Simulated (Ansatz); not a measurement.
ZnS

Input file:

```
crystal:
  lattice:
    - [3.8109987816, 0.0, 0.0142912454]
    - [-1.9054993908, 3.3004217586, -0.0071456227]
    - [0.0233775, 0.0, 6.234]
  atoms:
    - { symbol: Zn, position: [0.3333333333, 0.6666666667, 0.0] }
    - { symbol: Zn, position: [0.6666666667, 0.3333333333, 0.5] }
    - { symbol: S, position: [0.3333333333, 0.6666666667, 0.385] }
    - { symbol: S, position: [0.6666666667, 0.3333333333, 0.885] }
basis:
  ecutwfc: 500
kpoints:
  mp_grid: { grid: [6, 6, 4] }
hamiltonian:
  xc: r2scan
scf:
  occupations: { method: gaussian, width: 0.05 }
output:
  forces: true
  stress: true
  eigenvalues: true
  write_density: true
  write_potential: true
  elf: true
  volumetric_format: npy
```

Launched as:

```sh
ansatz run input.yaml --threads 1 --pin off --max-ram 2560MiB --backend cpu --events-out ev --progress --plain --runs-dir out
```

Below, planes, directions and counts refer to the conventional cell (a = 3.81 Å, b = 6.60 Å, c = 6.23 Å, α = 90.00°, β = 90.43°, γ = 90.00°).

Space group Cc; changed on purpose from its base cell (strain +0.0075 x Voigt [0, 0, 0, 0, 1, 0], atoms carried along); not relaxed (largest force 0.3 eV/Å).

Level of theory: Ansatz, DFT r2SCAN, scalar-relativistic, plane waves, PAW.

In a PAW calculation such maps are meaningful between the atoms, not at the nuclei.

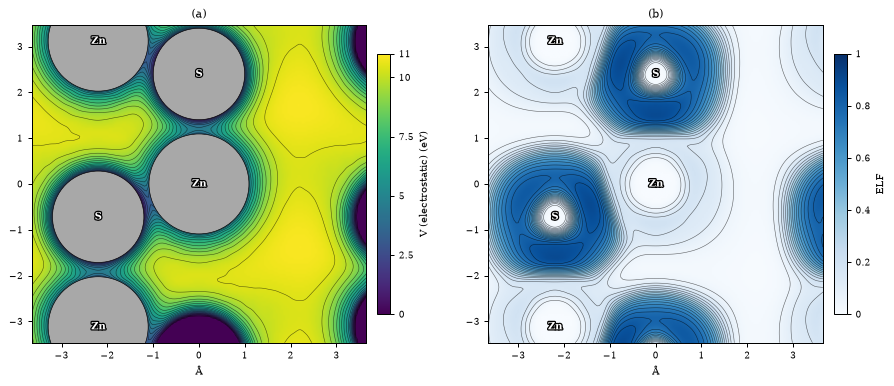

Figure 1. (a) electrostatic potential (local pseudopotential plus Hartree) felt by an electron; (b) ELF on the (100) plane of the conventional cell. Grey discs cover the atomic cores in the potential map.

Describe what can be read from this map.

The plane passes through Zn and S nuclei. Zn–S (2.31 Å): the ELF peaks at about 0.90 in the valence shell of S, 0.8 Å from its nucleus, and is about 0.60 at the midpoint. Zn–S (2.40 Å): the ELF peaks at about 0.90 in the valence shell of S, 0.9 Å from its nucleus, and is about 0.55 at the midpoint. Outside the cores the potential energy rises away from the atoms and is highest about 2.3 Å from the nearest atoms; its zero is arbitrary.

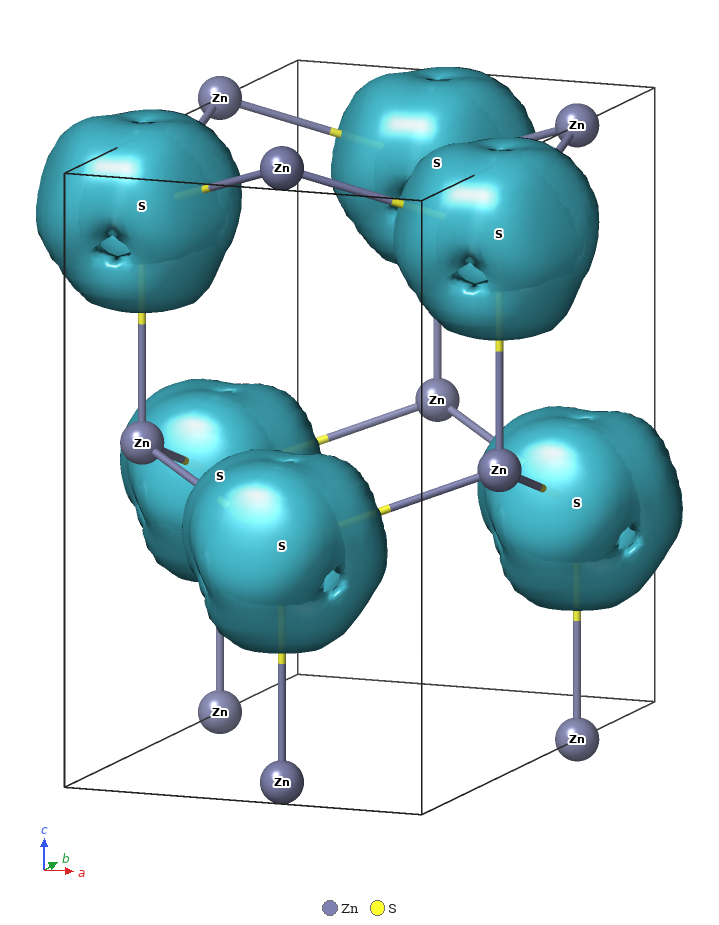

Figure 2. Isosurface of the ELF at 0.8 (cyan), seen slightly off an axis. Core shells and regions of very low density are left out. Sticks mark near contacts.

What do the ELF domains correspond to?

The ELF exceeds this value in four regions wrapped around S (the valence shell of each), counted in one cell of 8 atoms. Regions shared between cells count once.

Does the calculation give a band gap?

It is gapped, with a Kohn–Sham gap of 2.8 eV on the k-point mesh, an upper bound to the gap of this method.
